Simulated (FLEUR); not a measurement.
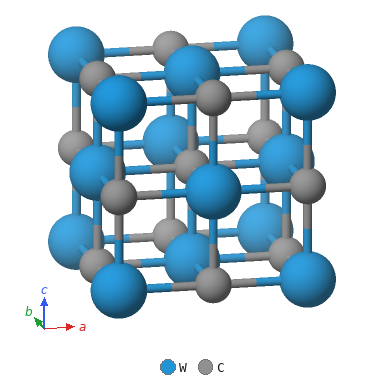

System: WC, space group Fm-3m (No. 225). The picture shows the conventional cell.

The given structure:
```
CELL_PARAMETERS angstrom
0.00000 2.19268 2.19268
2.19268 0.00000 2.19268
2.19268 2.19268 0.00000
ATOMIC_POSITIONS crystal
W 0.00000 0.00000 0.00000
C 0.50000 0.50000 0.50000
```

Calculation (FLEUR MaX-R8.1 (later development tree)): all-electron LAPW DFT, no spin polarisation; energies at scaled volumes of the given cell, shape and fractions fixed, counted from the fit's minimum, third-order Birch-Murnaghan fit. Level: r2SCAN.

- k mesh: 10×10×10
- occupations: Fermi–Dirac
- smearing width: 0.05 eV
- potentials: all electron
- program settings: basis FLAPW, kmax 5.07 1/bohr

Predict the energy against volume. The volume takes the values 9.91, 10.12, 10.54, 10.96, 11.17 Å³/atom.

A third-order Birch–Murnaghan fit gives V0 = 10.39 Å³/atom, B0 = 381 GPa and B′ = 4.3. The energy is 29.13 meV/atom at volume 9.91 Å³/atom and 61.40 meV/atom at 11.17 Å³/atom; the lowest computed point is at volume 10.54 Å³/atom (2.45 meV/atom), and no other minimum shows.

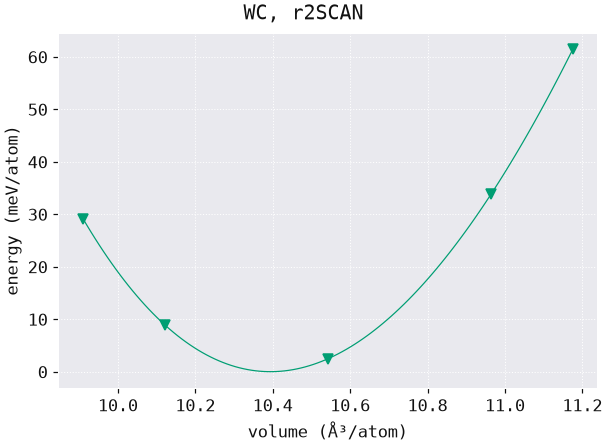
